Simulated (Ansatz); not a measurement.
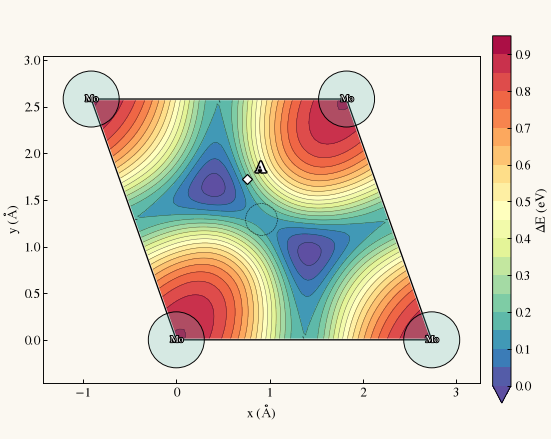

H on a Mo(110) slab cut from the Im-3m phase, its upper half relaxed before the scan (12 atoms of substrate and one adsorbate in a 2 × 2 cell). 
- H is moved over the surface cell; relaxed at each place: the height of the adsorbate's atoms; substrate rigid; the origin of the map has the adsorbate above Mo9.
- Places are given modulo a cell vector. The map is drawn in real space over the plane of the surface.
- The grid has 6 × 6 points; 13 points were computed and 23 follow by symmetry.
- Places are given in fractions of the 1 × 1 surface cell.
- Energies are in eV, from the lowest grid point.
- Method: DFT PBE, scalar-relativistic, plane waves, PAW in Ansatz. Settings: cutoff 420 eV, k-mesh 5×5×1, gaussian smearing 0.1 eV, no spin polarisation.

In the figure: filled contours, labelled circles for the atoms of the top layer and small ones for the second layer, the outline of one cell of the plane, the point A. Between grid points the surface is interpolated.

Is A at rest? If not, where is it pushed?

A, at (3/6, 4/6) of the cell vectors, is not a stationary point. The computed force is 1.1 eV/Å in the plane, pointing down and left in the picture (components −1.0 and −0.5 eV/Å).

PAW datasets: the set soft_1.
